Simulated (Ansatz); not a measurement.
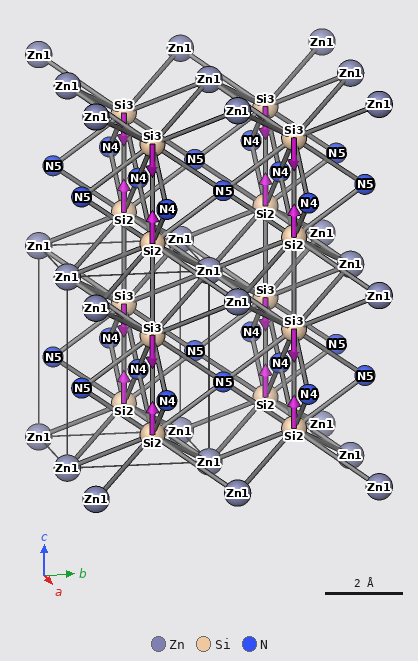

A relaxation of solid ZnSi₂N₂ (a generated structure, set up in P4/mmm) (coarse preliminary run). The starting structure is drawn; purple arrows show the displacements (the part carried along by the change of the cell is left out), 2 times their true length.

Style: ball-and-stick. Shown: the cell of the calculation, repeated 2 × 2 × 2 with one cell outlined, slightly off an axis.

All numbers below come from DFT PBE, scalar-relativistic, plane waves, PAW in Ansatz 0.2.0. Settings: plane-wave cutoff 420 eV; k-point mesh 4 × 4 × 4; occupations gaussian; smearing width 0.1 eV; no spin polarisation; cell and atoms relaxed; force threshold 0.04 eV/Å; at most 70 steps.

**Which element moves most?**

Silicon: up to 0.45 Å, against 0.00 Å for nitrogen.

**Describe the change and its energy.**

The largest moves relative to the cell, 0.45 Å, are those of Si2 and Si3. Si2 goes along +c. N and Zn stay in place. Cell: a = b 3.757 → 3.223 Å (−14.2 %), c 5.096 → 6.269 Å (+23.0 %). Volume −9.4 %. Some distances before and after: Si2–Si3 2.446 → 3.916 Å, Si2–N4 2.299 → 1.995 Å, Si2–Si3 (another image) 2.650 → 2.353 Å, Zn1–Si2 2.924 → 3.005 Å. The space group stays P4/mmm (No. 123). Over 13 accepted moves (16 points after the start) the energy falls by 417 meV per atom. Largest force component: 2.8 eV/Å at the start, 0.0022 eV/Å at the end. Pressure: −17.35 GPa at the start and 0.05 GPa at the end. The line search rejected the trial step at point 9 of the run. At 2 points the geometry stayed and the basis and grid were re-selected for the new cell (energy shift of 15.3 meV per atom at most each time).

Limits of the set-up: the k-point mesh is coarse for a cell with partly filled bands.
